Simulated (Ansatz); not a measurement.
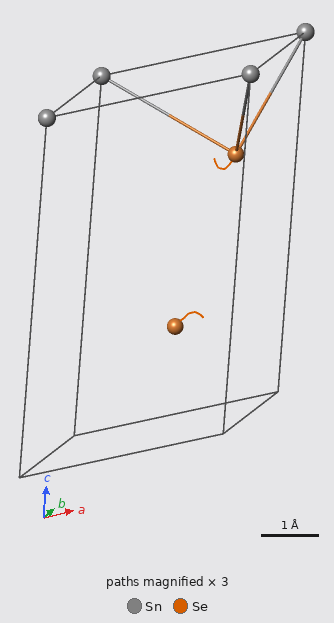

A Born-Oppenheimer molecular dynamics run of a 3-atom cell of SnSe2 (built on the 3R (MoS2) bulk type), 90 fs long. Lines trace each atom's path, in the colour of its element; spheres stand at the starting positions. The excursions are magnified 3 times. Seen slightly off an axis in the reduced simulation cell.

These are results of DFT, PBE, plane waves, PAW in Ansatz 0.2.0, not measurements. Set-up: plane-wave cutoff 420 eV; k-point mesh 4 × 4 × 4; Fermi-Dirac smearing 0.039 eV; Langevin thermostat (NVT); set temperature 450 K; time step 3 fs.

How do the atoms move?

Root-mean-square distances from the starting positions over the second half, with the common drift of all atoms taken out: Se 0.14 Å, Sn 0.04 Å. The run lasts only 90 fs, too short to tell vibration from diffusion.

Cost: 67 s on 4 threads of Arm Neoverse N1, with other jobs on the host, peak memory 0.42 GiB.
